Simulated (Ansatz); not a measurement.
Here is a crystal structure:

```cif
data_structure
_symmetry_space_group_name_H-M 'P 1'
_symmetry_Int_Tables_number 1
_cell_length_a 3.9416
_cell_length_b 3.9416
_cell_length_c 10.0291
_cell_angle_alpha 90.000
_cell_angle_beta 90.000
_cell_angle_gamma 90.000
_cell_volume 155.81
loop_
_atom_site_label
_atom_site_type_symbol
_atom_site_fract_x
_atom_site_fract_y
_atom_site_fract_z
_atom_site_occupancy
Sn1 Sn 0.00000 0.50000 0.25000 1
Sn2 Sn 0.00000 0.00000 0.00000 1
O1 O 0.50000 0.50000 0.29519 1
O2 O 0.00000 0.50000 0.45481 1
O3 O 0.00000 0.00000 0.20481 1
O4 O 0.00000 0.50000 0.04519 1
Sn3 Sn 0.50000 0.00000 0.75000 1
Sn4 Sn 0.50000 0.50000 0.50000 1
O5 O 0.00000 0.00000 0.79519 1
O6 O 0.50000 0.00000 0.95481 1
O7 O 0.50000 0.50000 0.70481 1
O8 O 0.50000 0.00000 0.54519 1
```

Describe what this structure looks like.

Answer. The structure is one of SnO$_{2}$. It is body-centred tetragonal, space group I4_1/amd (No. 141). In terms of structure types, this is anatase. Cell content: 4 Sn, 8 O, that is 4 formula units. Each Sn atom is coordinated by six O at 2.02 to 2.05 Å. Each O atom is coordinated by three Sn at 2.02 to 2.05 Å. The bonds build a three-dimensional framework.

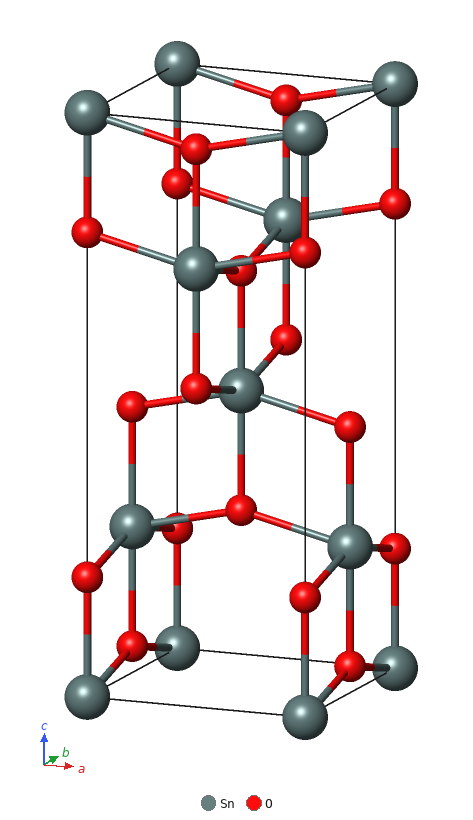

The crystal in a ball-and-stick representation, seen slightly off an axis. One conventional unit cell is framed, with atoms on its boundary repeated. Colours: tin teal, oxygen red.

Origin of the cell: a structure listed in the Materials Project. It was relaxed at fixed volume with Ansatz, DFT LDA, scalar-relativistic, plane waves, PAW.

At this level of theory the run's own cell isn't at rest (compressed, at 5 GPa), so its distances can differ from those at equilibrium, the more so the softer the solid.
